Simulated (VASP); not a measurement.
**GaN: GW quasiparticle gap**

How does the gap of GaN change from the starting functional to GW? The cell is of the wurtzite type, one of the forms listed for this formula. The start is a cell from a database of measured crystal structures.

Main program and level: VASP 6.6.1; PBE; plane waves and PAW (Ga_d_GW, N_GW), in the first sound run; inputs show where later runs differ.

The experiments to compare with:

“Thermoelectric Properties of GaN with Carrier Concentration Modulation: An Experimental and Theoretical Investigation” (2020, arxiv:2008.11387) quotes from earlier work for GaN, wurtzite (bulk crystal): band gap (direct gap at Gamma, literature experimental value) 3.4 eV [Rounded literature gap quoted in passing in the theory part; sample, method and …].

The database entry behind the starting cell has ideal inner coordinates that were not refined, so it need not match the best structure at ambient conditions.

### 1. Set-up

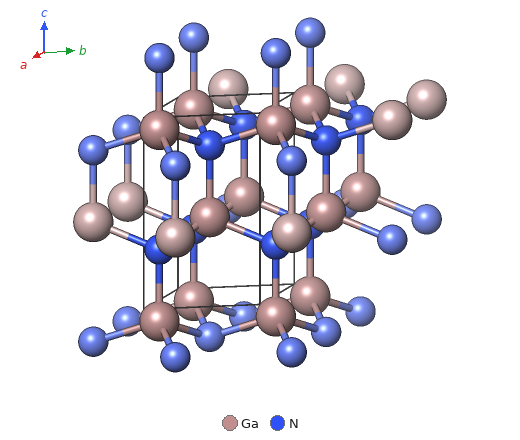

The starting structure, seen slightly off an axis (gallium pink, nitrogen blue). 2×2×1 cells are drawn. Some periodic images of atoms are drawn too.

Structure file:

```
Ga N
1.0
     3.19000    0.00000    0.00000
    -1.59500    2.76262    0.00000
     0.00000    0.00000    5.18900
Ga N
2 2
Direct
  0.66667 0.33333 0.00000
  0.33333 0.66667 0.50000
  0.66667 0.33333 0.37500
  0.33333 0.66667 0.87500
```

### 2. Ground state

The orbitals come from a self-consistent PBE run with a tight EDIFF and a narrow smearing. KPOINTS_OPT adds the bands along a path, which shows whether the mesh holds the band edges.

Input file INCAR:

```
SYSTEM = GaN
PREC = Accurate
ENCUT = 450
EDIFF = 1E-08
NELM = 100
ISMEAR = 0
SIGMA = 0.01
LREAL = .FALSE.
ALGO = Normal
GGA = PE
NBANDS = 24
LORBIT = 11
LWAVE = .TRUE.
LCHARG = .FALSE.
KPAR = 8
```

Input file POSCAR:

```
GaN
1.0
    3.1900000000      0.0000000000      0.0000000000
   -1.5950000000      2.7626210381      0.0000000000
    0.0000000000      0.0000000000      5.1890000000
Ga N
2 2
Direct
    0.6666666667      0.3333333333      0.0000000000
    0.3333333333      0.6666666667      0.5000000000
    0.6666666667      0.3333333333      0.3750000000
    0.3333333333      0.6666666667      0.8750000000
```

Input file KPOINTS:

```
Automatic mesh
0
Gamma
6 6 4
0 0 0
```

Input file KPOINTS_OPT:

```
Line mode
12
Line-mode
Reciprocal
  0.00000000   0.00000000   0.00000000 GAMMA
  0.50000000   0.00000000   0.00000000 M

  0.50000000   0.00000000   0.00000000 M
  0.33333333   0.33333333   0.00000000 K

  0.33333333   0.33333333   0.00000000 K
  0.00000000   0.00000000   0.00000000 GAMMA

  0.00000000   0.00000000   0.00000000 GAMMA
  0.00000000   0.00000000   0.50000000 A

  0.00000000   0.00000000   0.50000000 A
  0.50000000   0.00000000   0.50000000 L

  0.50000000   0.00000000   0.50000000 L
  0.33333333   0.33333333   0.50000000 H

  0.33333333   0.33333333   0.50000000 H
  0.00000000   0.00000000   0.50000000 A

  0.50000000   0.00000000   0.50000000 L
  0.50000000   0.00000000   0.00000000 M

  0.33333333   0.33333333   0.00000000 K
  0.33333333   0.33333333   0.50000000 H
```

The projector-augmented-wave data sets are Ga_d_GW and N_GW (PBE family, release 64).

On the command line:

```sh
mpirun -np 8 vasp_std
```

The log of the run:

```text
[banner, memory and clock lines left out]
running    8 mpi-ranks, on    1 nodes
 distrk:  each k-point on    1 cores,    8 groups
 distr:  one band on    1 cores,    1 groups

 POSCAR found type information on POSCAR GaN
 POSCAR found :  2 types and       4 ions
|                                                                             |
|           W    W    AA    RRRRR   N    N  II  N    N   GGGG   !!!           |
|           W    W   A  A   R    R  NN   N  II  NN   N  G    G  !!!           |
|           W    W  A    A  R    R  N N  N  II  N N  N  G       !!!           |
|           W WW W  AAAAAA  RRRRR   N  N N  II  N  N N  G  GGG   !            |
|           WW  WW  A    A  R   R   N   NN  II  N   NN  G    G                |
|           W    W  A    A  R    R  N    N  II  N    N   GGGG   !!!           |
|                                                                             |
|     For optimal performance we recommend to set                             |
|       NCORE = 2 up to number-of-cores-per-socket                            |
|     NCORE specifies how many cores store one orbital (NPAR=cpu/NCORE).      |
|     This setting can greatly improve the performance of VASP for DFT.       |
|     The default, NCORE=1 might be grossly inefficient on modern             |
|     multi-core architectures or massively parallel machines. Do your        |
|     Unfortunately you need to use the default for GW and RPA                |
|     calculations (for HF NCORE is supported but not extensively tested      |
|     yet).                                                                   |
|                                                                             |

 LDA part: xc-table for (Slater+PW92), standard interpolation
 POSCAR, INCAR and KPOINTS ok, starting setup
 FFT: planning ... GRIDC
 FFT: planning ... GRID_SOFT
 FFT: planning ... GRID
 WAVECAR not read
 entering main loop
       N       E                     dE             d eps       ncg     rms          rms(c)
DAV:   1     0.384922252596E+03    0.38492E+03   -0.18702E+04  1008   0.228E+03
DAV:   2     0.225126360006E+02   -0.36241E+03   -0.35044E+03  1096   0.534E+02
DAV:   3    -0.264371565968E+02   -0.48950E+02   -0.48336E+02  1280   0.231E+02
DAV:   4    -0.282569633059E+02   -0.18198E+01   -0.18170E+01  1336   0.536E+01
DAV:   5    -0.282964713615E+02   -0.39508E-01   -0.39494E-01  1368   0.679E+00    0.157E+01
DAV:   6    -0.242244128199E+02    0.40721E+01   -0.13183E+01  1928   0.609E+01    0.720E+00
DAV:   7    -0.242869949635E+02   -0.62582E-01   -0.12127E+00  1296   0.118E+01    0.451E+00
DAV:   8    -0.242855708507E+02    0.14241E-02   -0.18034E-01  1648   0.754E+00    0.844E-01
DAV:   9    -0.242729031386E+02    0.12668E-01   -0.68376E-02  1624   0.604E+00    0.160E-01
DAV:  10    -0.242731061641E+02   -0.20303E-03   -0.49205E-03  1568   0.104E+00    0.711E-02
DAV:  11    -0.242732356637E+02   -0.12950E-03   -0.56664E-04  1616   0.260E-01    0.204E-02
DAV:  12    -0.242732366200E+02   -0.95632E-06   -0.46500E-05  1472   0.804E-02    0.813E-03
DAV:  13    -0.242732362744E+02    0.34562E-06   -0.49875E-06  1520   0.424E-02    0.133E-03
DAV:  14    -0.242732362187E+02    0.55663E-07   -0.81129E-07  1504   0.156E-02    0.622E-04
DAV:  15    -0.242732362387E+02   -0.19954E-07   -0.58555E-08  1248   0.269E-03    0.169E-04
DAV:  16    -0.242732362699E+02   -0.31252E-07   -0.26663E-09   808   0.104E-03    0.276E-05
DAV:  17    -0.242732362714E+02   -0.14206E-08   -0.15384E-09   704   0.713E-04
   1 F= -.24273236E+02 E0= -.24273236E+02  d E =-.344495E-34
 Start KPOINTS_OPT (optional k-point list driver)
k-point batch [1-21\108]
       N       E                     dE             ncg
DAV:   1     0.479751507702E+04   -0.15014E+05     1016
DAV:   2    -0.262126205228E+04   -0.74188E+04     1120
DAV:   3    -0.361793066374E+04   -0.99667E+03     1288
DAV:   4    -0.365596770422E+04   -0.38037E+02     1344
DAV:   5    -0.365696128259E+04   -0.99358E+00     1312
DAV:   6    -0.365701137372E+04   -0.50091E-01     1472
DAV:   7    -0.365701212973E+04   -0.75600E-03     1360
DAV:   8    -0.365701216489E+04   -0.35165E-04     1480
DAV:   9    -0.365701216540E+04   -0.50488E-06     1368
DAV:  10    -0.365701216541E+04   -0.14417E-07      928
DAV:  11    -0.365701216541E+04   -0.16871E-08      960
[...]
k-point batch [106-108\108]
       N       E                     dE             ncg
DAV:   1     0.260398277662E+05   -0.38014E+04      144
DAV:   2     0.250057803892E+05   -0.10340E+04      152
DAV:   3     0.248683204783E+05   -0.13746E+03      192
DAV:   4     0.248632329671E+05   -0.50875E+01      160
DAV:   5     0.248630495814E+05   -0.18339E+00      200
DAV:   6     0.248630382886E+05   -0.11293E-01      192
DAV:   7     0.248630381710E+05   -0.11763E-03      200
DAV:   8     0.248630381635E+05   -0.74754E-05      200
DAV:   9     0.248630381635E+05   -0.61751E-07      192
DAV:  10     0.248630381635E+05   -0.22519E-08      112
 writing wavefunctions
```

Elapsed: 8.4 s, on 8 MPI ranks of AMD EPYC 9R45, shared host; peak memory 1.3 GiB; 52 s of CPU time.

The logs omit lines about the potential files and the build; timing stands in the text.

Parts of OUTCAR (step 2):

```text
ion  position               nearest neighbor table
   1  0.667  0.333  0.000-   3 1.95   4 1.95   4 1.95   4 1.95
   2  0.333  0.667  0.500-   4 1.95   3 1.95   3 1.95   3 1.95
   3  0.667  0.333  0.375-   1 1.95   2 1.95   2 1.95   2 1.95
   4  0.333  0.667  0.875-   2 1.95   1 1.95   1 1.95   1 1.95

  LATTYP: Found a hexagonal cell.
 ALAT       =     3.1900000000
 C/A-ratio  =     1.6266457680

 Subroutine GETGRP returns: Found 12 space group operations
 (whereof  6 operations were pure point group operations)

The static configuration has the point symmetry C_3v.
 The point group associated with its full space group is C_6v.

 Found     21 irreducible k-points:

   k-points           NKPTS =     21   k-points in BZ     NKDIM =     21   number of bands    NBANDS=     24

   dimension x,y,z NGX =    24 NGY =   24 NGZ =   36
   dimension x,y,z NGXF=    48 NGYF=   48 NGZF=   72

   ENCUT  =  450.0 eV  33.07 Ry    5.75 a.u.   5.52  5.52  8.98*2*pi/ulx,y,z

   NELECT =      36.0000    total number of electrons

 k-points in reciprocal lattice and weights: Automatic mesh
   0.00000000  0.00000000  0.00000000       0.007
   0.16666667 -0.00000000  0.00000000       0.042
   0.33333333 -0.00000000  0.00000000       0.042
   0.50000000 -0.00000000  0.00000000       0.021
   0.16666667  0.16666667  0.00000000       0.042
   0.33333333  0.16666667  0.00000000       0.083
   0.33333333  0.33333333  0.00000000       0.014
   0.00000000  0.00000000  0.25000000       0.014
   0.16666667 -0.00000000  0.25000000       0.083
[...]
0.33333333  0.16666667  0.50000000       0.083
   0.33333333  0.33333333  0.50000000       0.014

 average (electrostatic) potential at core
       1 -63.7100       2 -63.7100       3 -61.3817       4 -61.3817

 E-fermi :   5.2160

 k-point     1 :       0.0000    0.0000    0.0000
  band No.  band energies     occupation
    ...
     14       4.0908      2.00000
     15       4.0908      2.00000
     16       5.0693      2.00000
     17       5.1324      2.00000
     18       5.1324      2.00000
     19       7.0268      0.00000
     20       9.3708      0.00000
     21      14.3178      0.00000
     22      14.9899      0.00000
     23      14.9900      0.00000
    ...

 k-point     2 :       0.1667   -0.0000    0.0000
  band No.  band energies     occupation
    ...
     14       2.4111      2.00000
     15       3.4067      2.00000
     16       3.5827      2.00000
     17       4.7827      2.00000
     18       4.8953      2.00000
     19       8.5531      0.00000
     20      10.6470      0.00000
     21      13.2647      0.00000
     22      14.0389      0.00000
     23      15.5534      0.00000
    ...

 k-point     3 :       0.3333   -0.0000    0.0000
  band No.  band energies     occupation
    ...
     14       0.2473      2.00000
     15       1.2386      2.00000
     16       2.7533      2.00000
     17       3.8409      2.00000
     18       4.3976      2.00000
     19       9.9862      0.00000
     20      10.8485      0.00000
     21      11.8293      0.00000
     22      13.5464      0.00000
     23      15.4319      0.00000
    ...

  Total        0.8863779      0.8863779      1.3227046      0.0000000      0.0000000      0.0000000
  in kB       31.0551658     31.0551658     46.3423217      0.0000000      0.0000000      0.0000000
  external PRESSURE =      36.1508844 kB  Pullay stress =       0.0000000 kB

  energy-cutoff  :      450.00
  volume of cell :       45.73
      direct lattice vectors                 reciprocal lattice vectors
     3.190000000  0.000000000  0.000000000     0.313479624  0.180987545  0.000000000
    -1.595000000  2.762621038  0.000000000     0.000000000  0.361975090  0.000000000
     0.000000000  0.000000000  5.189000000     0.000000000  0.000000000  0.192715359

 POSITION                                       TOTAL-FORCE (eV/Angst)
 -----------------------------------------------------------------------------------
      1.59500      0.92087      0.00000        -0.000000      0.000000     -0.117897
     -0.00000      1.84175      2.59450         0.000000      0.000000     -0.117897
      1.59500      0.92087      1.94588        -0.000000      0.000000      0.117897
     -0.00000      1.84175      4.54038        -0.000000      0.000000      0.117897
 -----------------------------------------------------------------------------------
    total drift:                                0.000000      0.000000      0.000288

  FREE ENERGIE OF THE ION-ELECTRON SYSTEM (eV)
  ---------------------------------------------------
  free  energy   TOTEN  =       -24.2732362714 eV

  energy  without entropy=      -24.2732362714  energy(sigma->0) =      -24.27323627

 total charge
# of ion       s       p       d       tot
------------------------------------------
    1        0.779   0.896  10.129  11.803
    2        0.779   0.896  10.129  11.803
    3        1.200   2.456   0.000   3.656
    4        1.200   2.456   0.000   3.656
--------------------------------------------------
tot          3.957   6.704  20.257  30.918

[... 3 further parts left out ...]
```

Numbers from this step:

| Quantity | Value |
| --- | --- |
| free energy (TOTEN) | -24.27 eV |
| Fermi energy | 5.216 eV |
| pressure | 3.615 GPa |
| least gap on mesh and path | 1.894 eV |
| least direct gap on mesh and path | 1.894 eV |

The highest empty bands on the path are converged less tightly, to about 0.1 eV. Electronic bands along the path, in eV, zero at the valence-band top; v1 is the highest filled band, c1 the lowest empty one:

```tsv
point	v4	v3	v2	v1	c1	c2	c3	c4
Γ	-1.04	-0.06	0.00	0.00	1.89	4.24	9.19	9.86
M	-4.23	-2.74	-2.23	-0.98	5.05	5.54	6.03	8.58
K	-5.27	-3.00	-3.00	-2.69	5.12	7.78	7.78	8.40
Γ	-1.04	-0.06	0.00	0.00	1.89	4.24	9.19	9.86
A	-0.54	-0.54	-0.54	-0.54	4.23	4.23	8.47	8.47
L	-1.93	-1.93	-1.91	-1.91	4.38	4.38	7.76	7.76
H	-4.18	-4.18	-1.49	-1.49	6.41	6.41	7.29	7.29
A	-0.54	-0.54	-0.54	-0.54	4.23	4.23	8.47	8.47
jump to L	-1.93	-1.93	-1.91	-1.91	4.38	4.38	7.76	7.76
M	-4.23	-2.74	-2.23	-0.98	5.05	5.54	6.03	8.58
jump to K	-5.27	-3.00	-3.00	-2.69	5.12	7.78	7.78	8.40
H	-4.18	-4.18	-1.49	-1.49	6.41	6.41	7.29	7.29
```

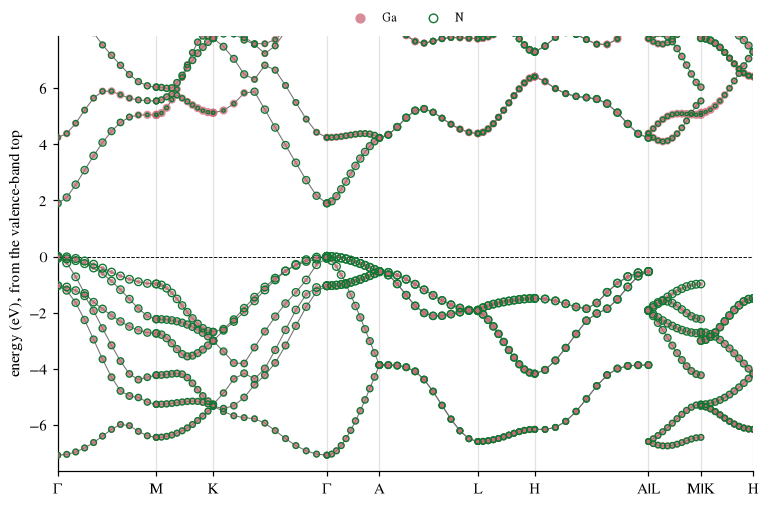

Electronic bands along the path; dots are coloured as in the legend, and their area grows with the weight.

The cell has a gap of 1.89 eV on mesh and path and a pressure of +3.6 GPa, which holds the misfit of the given cell and coordinates with this functional, and any error of cutoff, mesh and data sets. Spin-orbit coupling is left out, which can shift or reorder these edges. Forces of up to 0.12 eV/Å remain in these settings.

### 3. Empty bands

ALGO = Exact makes the empty bands from the converged ground state in one step. LOPTICS writes the k-derivatives of the orbitals (WAVEDER), which give the long-wavelength limit of the screening.

Input file INCAR:

```
SYSTEM = GaN
PREC = Accurate
ENCUT = 450
ISMEAR = 0
SIGMA = 0.01
LREAL = .FALSE.
GGA = PE
NBANDS = 104
ALGO = Exact
NELM = 1
LWAVE = .TRUE.
LCHARG = .FALSE.
LOPTICS = .TRUE.
NEDOS = 1000
CSHIFT = 0.1
```

POSCAR is that of step 2.

KPOINTS is that of step 2.

On the command line:

```sh
mpirun -np 8 vasp_std
```

The log of the run:

```text
[banner, memory and clock lines left out]
running    8 mpi-ranks, on    1 nodes
 distrk:  each k-point on    8 cores,    1 groups
 distr:  one band on    1 cores,    8 groups

 POSCAR found type information on POSCAR GaN
 POSCAR found :  2 types and       4 ions
 [... a notice as in an earlier step ...]

 LDA part: xc-table for (Slater+PW92), standard interpolation
 found WAVECAR, reading the header
  number of bands has changed, file:    24 present:   104
  trying to continue reading WAVECAR, but it might fail
 POSCAR, INCAR and KPOINTS ok, starting setup
 FFT: planning ... GRIDC
 FFT: planning ... GRID_SOFT
 FFT: planning ... GRID
 reading WAVECAR
 random initialization beyond band           24
 the WAVECAR file was read successfully
 initial charge from wavefunction
 entering main loop
       N       E                     dE             d eps       ncg     rms          rms(c)
DIA:   1    -0.242732362685E+02   -0.24273E+02    0.00000E+00     0   0.000E+00
   1 F= -.24273236E+02 E0= -.24273236E+02  d E =-.335791E-40
 writing wavefunctions
 optical routines
 imaginary and real dielectric function
 recalculating local potential from charge density
 direction            1
 direction            2
 direction            3
```

Wall time 8.4 s (8 MPI ranks); peak memory 1.3 GiB.

Parts of OUTCAR (step 3):

```text
 Found     21 irreducible k-points:

   k-points           NKPTS =     21   k-points in BZ     NKDIM =     21   number of bands    NBANDS=    104

   NELECT =      36.0000    total number of electrons

 E-fermi :   5.2239

 k-point     2 :       0.1667   -0.0000    0.0000
  band No.  band energies     occupation
    ...
     14       2.4111      2.00000
     15       3.4066      2.00000
     16       3.5827      2.00000
     17       4.7827      2.00000
     18       4.8953      2.00000
     19       8.5531      0.00000
     20      10.6470      0.00000
     21      13.2647      0.00000
     22      14.0389      0.00000
     23      15.5534      0.00000
    ...

 k-point     3 :       0.3333   -0.0000    0.0000
  band No.  band energies     occupation
    ...
     14       0.2473      2.00000
     15       1.2386      2.00000
     16       2.7533      2.00000
     17       3.8408      2.00000
     18       4.3976      2.00000
     19       9.9862      0.00000
     20      10.8485      0.00000
     21      11.8293      0.00000
     22      13.5464      0.00000
     23      15.4319      0.00000
    ...

  Total        0.8879294      0.8879294      1.3242601      0.0000000      0.0000000     -0.0000000
  in kB       31.1095238     31.1095238     46.3968206      0.0000000      0.0000000     -0.0000000
  external PRESSURE =      36.2052894 kB  Pullay stress =       0.0000000 kB

 POSITION                                       TOTAL-FORCE (eV/Angst)
 -----------------------------------------------------------------------------------
      1.59500      0.92087      0.00000         0.000000     -0.000000     -0.117901
     -0.00000      1.84175      2.59450         0.000000      0.000000     -0.117901
      1.59500      0.92087      1.94588        -0.000000     -0.000000      0.117901
     -0.00000      1.84175      4.54038        -0.000000     -0.000000      0.117901
 -----------------------------------------------------------------------------------
    total drift:                                0.000000      0.000000      0.000286

  FREE ENERGIE OF THE ION-ELECTRON SYSTEM (eV)
  ---------------------------------------------------
  free  energy   TOTEN  =       -24.2732362685 eV

  energy  without entropy=      -24.2732362685  energy(sigma->0) =      -24.27323627

 plasma frequency squared (from intraband transitions) (eV^2)
  --------------------------------------------------------------------------------------
       0.000       0.000       0.000
       0.000       0.000       0.000
       0.000       0.000       0.000

[... 11 parts as in an earlier step ...]

[... 2 further parts left out ...]
```

WAVECAR now holds 104 bands for 36 electrons. Its independent-particle dielectric tensor has xx, yy, zz = 6.4, 6.4, 6.3 on this mesh, which isn't tested for convergence in mesh or bands and lacks local fields.

[end of part 1 of 3]

[Lines on the potential files, build, host, timing and source positions are cut from VASP's logs without a mark.]

[Logs are printed without paths, hosts, clocks, repeated set-up lines and the standing remarks that a program may print on its own settings, such as how far it seeks lower states.]

[Hosts, paths, dates, database ids (printed as entryN), source tags and the programs' standing remarks are cut or masked in the printed files.]

[Pressures printed for these runs are not shown converged in the cutoff: they can be off by several GPa and have the wrong sign.]
